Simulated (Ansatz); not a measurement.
Al15As16: several calculations on one system

### Relaxation

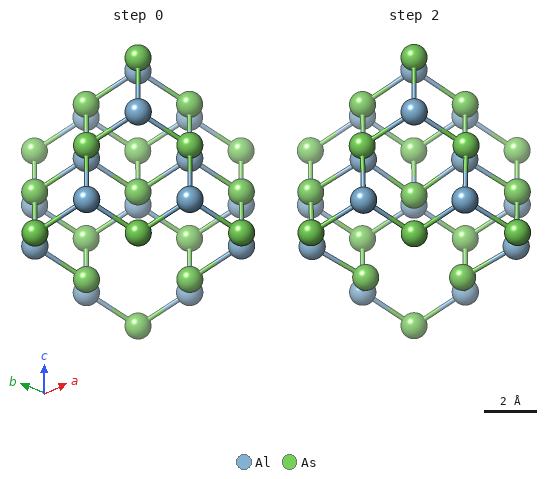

The structure of a defect cell of composition Al$_{15}$As$_{16}$ before (left) and after (right) a relaxation, at one scale.

Style: ball-and-stick. Shown: the atoms within 5.8 Å of the atom that moves most (axes of the conventional cell (2 times the calculation's cell) (origin shifted)), from a free direction. Lengths and directions refer to the drawn axes.

Case: Al vacancy (site a), charge +0, atoms relaxed at the host's cell.

The calculation used DFT PBE, scalar-relativistic, plane waves, PAW in Ansatz 0.2.0.

Input
```yaml
crystal:
  lattice:
    - [-5.7279123196, 5.7279123196, -5.7279123196]
    - [-5.7279123196, -5.7279123196, 5.7279123196]
    - [5.7279123196, 5.7279123196, 5.7279123196]
  atoms:
    - { symbol: Al, position: [0.5, 0.0, 0.5] }
    - { symbol: Al, position: [0.5, 0.75, 0.75] }
    - { symbol: Al, position: [0.25, 0.25, 0.5] }
    - { symbol: Al, position: [0.25, 0.0, 0.75] }
    - { symbol: Al, position: [0.25, 0.75, 0.0] }
    - { symbol: Al, position: [0.0, 0.5, 0.5] }
    - { symbol: Al, position: [0.0, 0.25, 0.75] }
    - { symbol: Al, position: [0.0, 0.0, 0.0] }
    - { symbol: Al, position: [0.0, 0.75, 0.25] }
    - { symbol: Al, position: [0.75, 0.5, 0.75] }
    - { symbol: Al, position: [0.75, 0.25, 0.0] }
    - { symbol: Al, position: [0.75, 0.0, 0.25] }
    - { symbol: Al, position: [0.5, 0.5, 0.0] }
    - { symbol: Al, position: [0.5, 0.25, 0.25] }
    - { symbol: Al, position: [0.25, 0.5, 0.25] }
    - { symbol: As, position: [0.0, 0.0, 0.75], spin: 0.25 }
    - { symbol: As, position: [0.75, 0.25, 0.75] }
    - { symbol: As, position: [0.75, 0.0, 0.0] }
    - { symbol: As, position: [0.5, 0.5, 0.75] }
    - { symbol: As, position: [0.5, 0.25, 0.0] }
    - { symbol: As, position: [0.5, 0.0, 0.25] }
    - { symbol: As, position: [0.25, 0.75, 0.75] }
    - { symbol: As, position: [0.25, 0.5, 0.0] }
    - { symbol: As, position: [0.25, 0.25, 0.25] }
    - { symbol: As, position: [0.25, 0.0, 0.5] }
    - { symbol: As, position: [0.0, 0.75, 0.0] }
    - { symbol: As, position: [0.0, 0.5, 0.25] }
    - { symbol: As, position: [0.0, 0.25, 0.5] }
    - { symbol: As, position: [0.75, 0.75, 0.25], spin: 0.25 }
    - { symbol: As, position: [0.75, 0.5, 0.5], spin: 0.25 }
    - { symbol: As, position: [0.5, 0.75, 0.5], spin: 0.25 }
  host:
    lattice:
      - [0.0, 2.8639561598, 2.8639561598]
      - [2.8639561598, 0.0, 2.8639561598]
      - [2.8639561598, 2.8639561598, 0.0]
    atoms:
      - { symbol: Al, position: [0.0, 0.0, 0.0] }
      - { symbol: As, position: [0.75, 0.75, 0.75] }
basis:
  ecutwfc: 420
  xc_grid: 2
kpoints:
  mp_grid: { grid: [2, 2, 2], shift: [0.0, 0.0, 0.0] }
hamiltonian:
  xc: pbe
scf:
  occupations: { method: gaussian, width: 0.01 }
output:
  forces: true
  stress: false
  eigenvalues: true
  populations: true
  charged_corrections:
    defect_position: [0.75, 0.75, 0.5]
    epsilon: [[11.5641, 0.0, 0.0], [0.0, 11.5641, 0.0], [0.0, 0.0, 11.5641]]
  write_density: true
  write_potential: true
  elf: true
  volumetric_format: npy
magnetization:
  spin_polarized: true
relax:
  adjacent_minimum: "off"
  f_tol: 0.025
  max_steps: 45
```

Launched with:
```bash
ansatz run input.yaml --threads 4 --pin off --max-ram 8192MiB --backend cpu --events-out ev --progress --plain --runs-dir out
```

What changed between the two?

Answer. The largest moves, 0.15 Å, are those of As16, As29, As30 and As31. As16 goes along [−1 −1 −1]. Largest moves by element: As 0.15 Å, Al 0.05 Å. The lattice vectors keep their values. Near-neighbour distances that change, for instance: Al13–As19 2.480 → 2.510 Å, Al11–As17 2.480 → 2.494 Å, Al10–As19 2.480 → 2.485 Å. Bond angles that change, for instance: As16–Al7–As23 109.5° → 113.1°, Al4–As16–Al7 109.5° → 106.3°. The energy falls by 0.120 eV per cell of the calculation in 2 geometry steps. Largest force component: 0.13 eV/Å at the start, 0.0041 eV/Å at the end.

### Relaxation

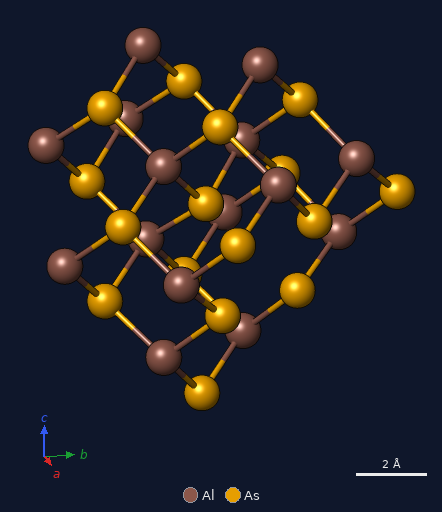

A defect cell of composition Al₁₅As₁₆ (cell charge −1), before the relaxation. The picture is a ball-and-stick view of the atoms within 5.8 Å of the atom that moves most (axes of the conventional cell (2 times the calculation's cell)), seen slightly off an axis. Lengths and directions refer to the drawn axes.

Case: Al vacancy (site a), charge -1, atoms relaxed at the host's cell.

Method: DFT PBE, scalar-relativistic, plane waves, PAW (Ansatz 0.2.0).

The input:
```yaml
crystal:
  lattice:
    - [-5.7279123196, 5.7279123196, -5.7279123196]
    - [-5.7279123196, -5.7279123196, 5.7279123196]
    - [5.7279123196, 5.7279123196, 5.7279123196]
  atoms:
    - { symbol: Al, position: [0.5017179843, -0.0046134031, 0.5] }
    - { symbol: Al, position: [0.5017179843, 0.75, 0.7453865969] }
    - { symbol: Al, position: [0.25, 0.25, 0.5] }
    - { symbol: Al, position: [0.2436686126, -0.0017179843, 0.7482820157] }
    - { symbol: Al, position: [0.25, 0.75, 0.0] }
    - { symbol: Al, position: [-0.0046134031, 0.5017179843, 0.5] }
    - { symbol: Al, position: [-0.0017179843, 0.2436686126, 0.7482820157] }
    - { symbol: Al, position: [-0.0017179843, -0.0017179843, -0.0063313874] }
    - { symbol: Al, position: [-0.0046134031, 0.75, 0.2517179843] }
    - { symbol: Al, position: [0.75, 0.5017179843, 0.7453865969] }
    - { symbol: Al, position: [0.75, 0.25, 0.0] }
    - { symbol: Al, position: [0.75, -0.0046134031, 0.2517179843] }
    - { symbol: Al, position: [0.5046134031, 0.5046134031, 0.0063313874] }
    - { symbol: Al, position: [0.5046134031, 0.2563313874, 0.2546134031] }
    - { symbol: Al, position: [0.2563313874, 0.5046134031, 0.2546134031] }
    - { symbol: As, position: [-0.01548351, -0.01548351, 0.73451649], spin: 0.5 }
    - { symbol: As, position: [0.75, 0.2497863789, 0.7485513097] }
    - { symbol: As, position: [0.75, -0.0014486903, -0.0002136211] }
    - { symbol: As, position: [0.5014486903, 0.5014486903, 0.7512350693] }
    - { symbol: As, position: [0.4987649307, 0.2502136211, 0.0002136211] }
    - { symbol: As, position: [0.5014486903, 0.0012350693, 0.2514486903] }
    - { symbol: As, position: [0.2497863789, 0.75, 0.7485513097] }
    - { symbol: As, position: [0.2502136211, 0.4987649307, 0.0002136211] }
    - { symbol: As, position: [0.2502136211, 0.2502136211, 0.2487649307] }
    - { symbol: As, position: [0.2497863789, -0.0014486903, 0.5] }
    - { symbol: As, position: [-0.0014486903, 0.75, -0.0002136211] }
    - { symbol: As, position: [0.0012350693, 0.5014486903, 0.2514486903] }
    - { symbol: As, position: [-0.0014486903, 0.2497863789, 0.5] }
    - { symbol: As, position: [0.75, 0.75, 0.26548351], spin: 0.5 }
    - { symbol: As, position: [0.75, 0.51548351, 0.5], spin: 0.5 }
    - { symbol: As, position: [0.51548351, 0.75, 0.5], spin: 0.5 }
  host:
    lattice:
      - [0.0, 2.8639561598, 2.8639561598]
      - [2.8639561598, 0.0, 2.8639561598]
      - [2.8639561598, 2.8639561598, 0.0]
    atoms:
      - { symbol: Al, position: [0.0, 0.0, 0.0] }
      - { symbol: As, position: [0.75, 0.75, 0.75] }
total_charge: -1
basis:
  ecutwfc: 420
  xc_grid: 2
kpoints:
  mp_grid: { grid: [2, 2, 2], shift: [0.0, 0.0, 0.0] }
hamiltonian:
  xc: pbe
scf:
  occupations: { method: gaussian, width: 0.01 }
output:
  forces: true
  stress: false
  eigenvalues: true
  populations: true
  charged_corrections:
    defect_position: [0.75, 0.75, 0.5]
    epsilon: [[11.5641, 0.0, 0.0], [0.0, 11.5641, 0.0], [0.0, 0.0, 11.5641]]
  write_density: true
  write_potential: true
  elf: true
  volumetric_format: npy
magnetization:
  spin_polarized: true
relax:
  adjacent_minimum: "off"
  f_tol: 0.025
  max_steps: 45
```

Command:
```bash
ansatz run input.yaml --threads 4 --pin off --max-ram 8192MiB --backend cpu --events-out ev --progress --plain --runs-dir out
```

Q: What does the optimiser find from here?

A: The largest moves, 0.062 Å, are those of As16, As29, As30 and As31. As29 goes along [1 1 −1]. Largest moves by element: As 0.062 Å, Al 0.033 Å. The cell doesn't change. Among the contacts that change: Al10–As19 2.485 → 2.498 Å, Al10–As17 2.510 → 2.517 Å, Al12–As29 2.483 → 2.477 Å. Among the angles between lasting bonds that change: As19–Al13–As29 113.1° → 115.4°. The energy falls by 41.0 meV per cell of the calculation in 1 accepted move (2 points after the start). Largest force component: 0.17 eV/Å at the start, 0.014 eV/Å at the end. 1 step only repeated the SCF at the same geometry.

Step by step:

```csv
step,"E − E(0), meV/atom","largest force component, eV/Å",note
0,0.00,0.1670,
1,-1.32,0.0138,
2,-1.32,0.0138,"same geometry, SCF repeated"
```

The end point in the same view:

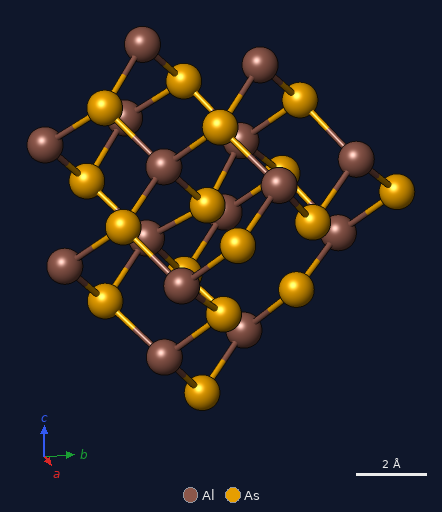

Limits of the set-up: the cell is charged, on a uniform background, and energies carry no finite-size correction.

### Defect

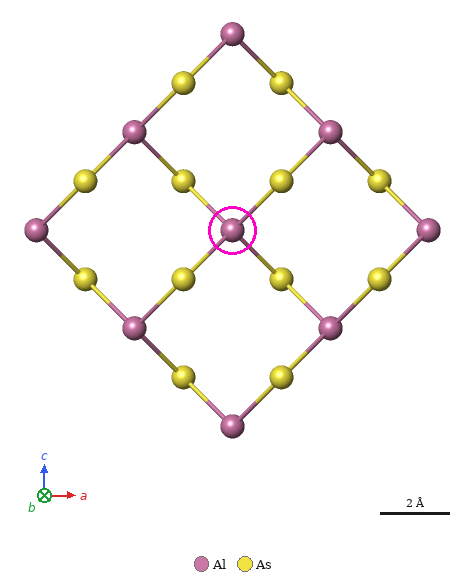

Perfect AlAs. Style: ball-and-stick. Shown: the atoms within 6.0 Å of one point, in a slice 3.4 Å thick across the line of sight, along the b axis.

Theory: DFT PBE, scalar-relativistic, plane waves, PAW (Ansatz 0.2.0). (plane-wave cutoff 420 eV; k-point mesh 2 × 2 × 2; occupations gaussian; smearing width 0.01 eV; collinear spin) The cell is small and the k-mesh coarse, so the numbers are rough. The axes drawn are those of the host's conventional cell.

An aluminium atom is taken out (a vacancy) at the ringed place, in charge state 0. The supercell has 32 sites, and the atoms are relaxed at the host's cell.

Q: Predict the relaxed surroundings of the defect.

A: Around the empty Al site the host had 4 As at 2.48 Å; after relaxation the nearest atoms are 4 As at 2.33 Å. Of the host's atoms, an arsenic atom moves furthest from its site, by 0.15 Å. Relaxing the atoms from the host's sites lowers the energy by 0.12 eV. At a tolerance of 0.02 Å the relaxed supercell has space group I-43m.

The relaxed defect, seen from the same direction:

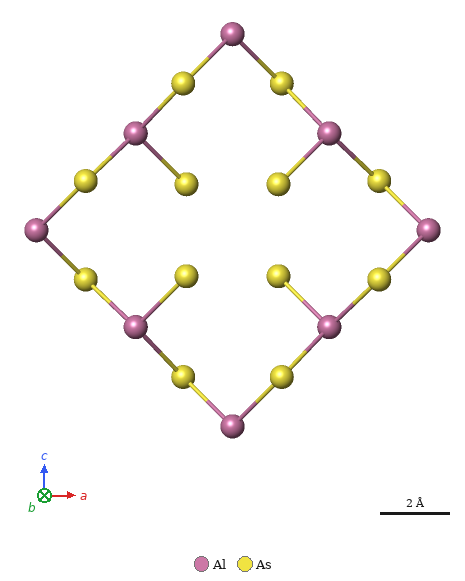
